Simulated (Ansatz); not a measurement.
## Electronic structure of HC10 (slab) in real space

```
CELL_PARAMETERS angstrom
2.46554 0.00000 0.00000
-1.23277 2.13415 0.00000
0.00000 0.00000 32.59797
ATOMIC_POSITIONS crystal
C 0.08331 0.16662 0.26075
C 0.41669 0.83338 0.26075
C 0.58331 0.16662 0.36504
C 0.91669 0.83338 0.36504
C 0.10292 0.20583 0.47038
C 0.43629 0.87257 0.47041
C 0.47281 0.94563 0.57427
C 0.80620 0.61240 0.57440
C 0.14261 0.28522 0.66439
C 0.47598 0.95196 0.67259
H 0.47600 0.95200 0.70862
```

Computed without spin polarisation.

Method: DFT PBE+D3(BJ), scalar-relativistic, plane waves, PAW (Ansatz).

The density is the valence pseudo-density of a PAW calculation; it isn't the true density close to the nuclei.

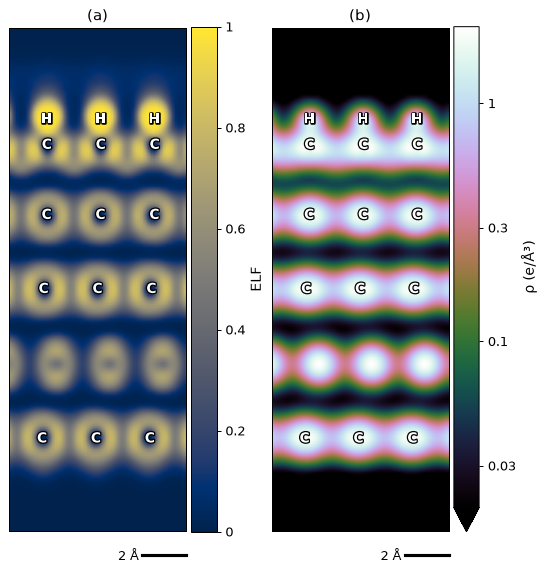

Figure 1. (a) ELF; (b) valence electron density on the (100) plane of the calculation cell, a cut from vacuum to vacuum.

### Interpret the plot.

The section cuts through C and H sites.
Atoms just off the plane (C, 0.3 Å away) can leave unmarked features too.
C–H (1.17 Å): the density is about 1.6 e/Å³ at the midpoint; the ELF climbs to about 1 towards the hydrogen, as it does in any bond to H (a covalent bond by its length).
The density dies away to nearly zero in the vacuum.

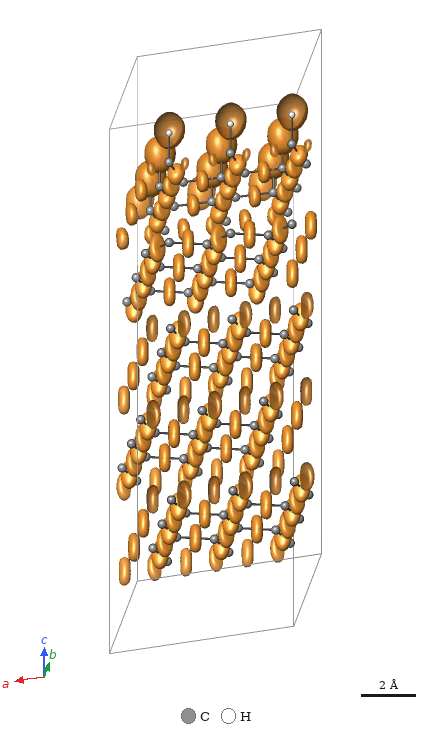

Figure 2. Isosurface of the ELF at 0.85 (orange), seen at an oblique angle. Only the valence region is drawn (cores and ρ < 0.01 e/Å³ removed). Sticks mark near contacts.

### Where are the electrons localised?

The ELF exceeds this value in 15 regions between bonded C–C atoms and one region around a hydrogen nucleus, counted in one cell of 11 atoms. Counts are for one cell; the picture repeats the cell along the surface. Profiles from the grid: C–C (1.42 Å): the ELF peaks at about 0.95 between the atoms.

### Does the calculation make it a metal, or give it a gap?

It is gapless in this calculation (a metal or semimetal).
